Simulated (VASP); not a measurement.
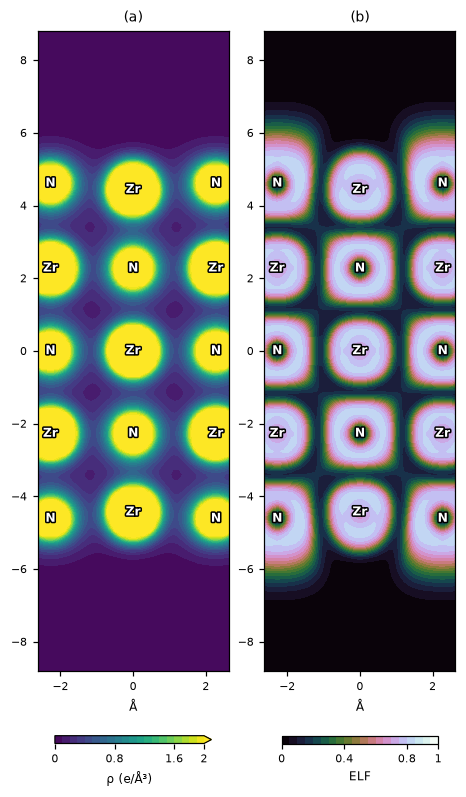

Figure. ZrN (slab). (a) valence electron density; (b) ELF on the (110) plane of the calculation cell, a cut from vacuum to vacuum.

Computed with Kohn-Sham DFT of a periodic cell, PBEsol, VASP PAW PBE potentials, recommended (VASP).

The density is the valence pseudo-density of a PAW calculation; it isn't the true density close to the nuclei.

**What do the fields say about this system?**

Atoms in the plane: Zr and N. Zr–N (2.17 Å): ρ is about 0.62 e/Å³ halfway; the ELF peaks at about 0.80 in the valence shell of N, 0.6 Å from its nucleus, and drops to about 0.20 between the two atoms; no shared electron pair shows on this line. Zr–Zr (3.14 Å): ρ is about 0.19 e/Å³ halfway; the ELF is about 0.15 at the midpoint (no shared electron pair shows on this line). Zr–N (2.27 Å): ρ is about 0.47 e/Å³ halfway; the ELF peaks at about 0.80 in the valence shell of N, 0.6 Å from its nucleus, and drops to about 0.15 between the two atoms: no localised pair shows between them. Zr–N (2.34 Å): the density is about 0.42 e/Å³ at the midpoint; the ELF peaks at about 0.80 in the valence shell of N, 0.6 Å from its nucleus, and is about 0.15 at the midpoint (no localised pair shows between them). Zr–Zr (3.22 Å): ρ is about 0.18 e/Å³ halfway; the ELF is about 0.15 at the midpoint: no localised pair shows between them. The density dies away to nearly zero in the vacuum. The features right at Zr lie inside the PAW spheres, where the map follows smoothed inner orbitals and isn't to be read closely.
